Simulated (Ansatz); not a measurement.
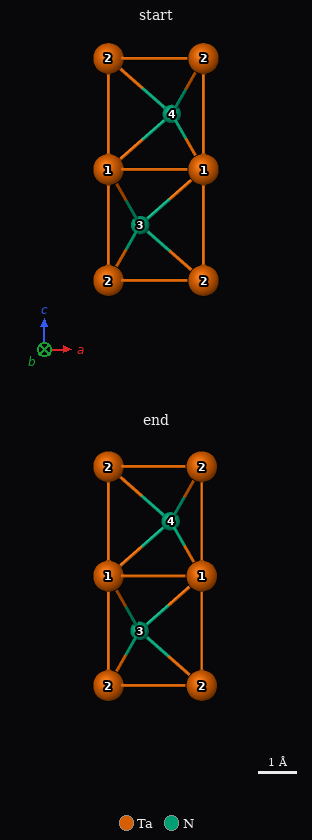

The structure of crystalline TaN (set up in P6_3/mmc) before (top) and after (bottom) a relaxation, at one scale.

Style: ball-and-stick. Shown: the cell of the calculation, along the b axis.

The run lets cell and atoms move.

All numbers below come from Ansatz, Kohn-Sham DFT of a periodic cell, LDA, Ansatz PAW.

Input
```yaml
crystal:
  lattice:
    - [2.9217699809, 0.0, 0.0]
    - [-1.4608849905, 2.5303270275, 0.0]
    - [0.0, 0.0, 5.916515]
  atoms:
    - { symbol: Ta, position: [0.0, 0.0, 0.5] }
    - { symbol: Ta, position: [0.0, 0.0, 0.0] }
    - { symbol: "N", position: [0.3333333333, 0.6666666667, 0.25] }
    - { symbol: "N", position: [0.6666666667, 0.3333333333, 0.75] }
hamiltonian:
  xc: lda
  pseudopotentials: { kind: paw }
kpoints:
  mp_grid: { grid: [7, 7, 4] }
scf:
  occupations: { method: fermi_dirac, width: 0.05 }
output:
  forces: true
  stress: true
  eigenvalues: true
  write_density: true
  write_potential: true
  elf: true
  volumetric_format: npy
relax:
  f_tol: 0.01
  max_steps: 40
  cell: { stress_tol: 0.05 }
```

Run as
```bash
ansatz run input.yaml --threads 2 --pin off --max-ram 5632MiB --backend cpu --events-out ev --progress --plain --runs-dir out
```

**Describe what moved and what it gained.**

After 5 accepted moves (7 points after the start) the energy has fallen by 30.1 meV per atom. All forces vanish by symmetry, so only the cell relaxes. Pressure: −16.94 GPa at the start and 0.00 GPa at the end. The SCF was repeated twice at an unchanged geometry on a basis and grid sized afresh for the cell, which shifted the energy by 1.5 meV per atom at most. The atoms keep their places relative to the cell (all moves are under 0.005 Å). The volume changes by −5.0 %, with a = b 2.922 → 2.869 Å (−1.8 %), c 5.917 → 5.831 Å (−1.4 %). Some distances before and after: Ta1–Ta1 2.922 → 2.869 Å, Ta1–Ta2 2.958 → 2.916 Å, Ta1–N3 2.244 → 2.207 Å. The space group stays P6_3/mmc (No. 194).
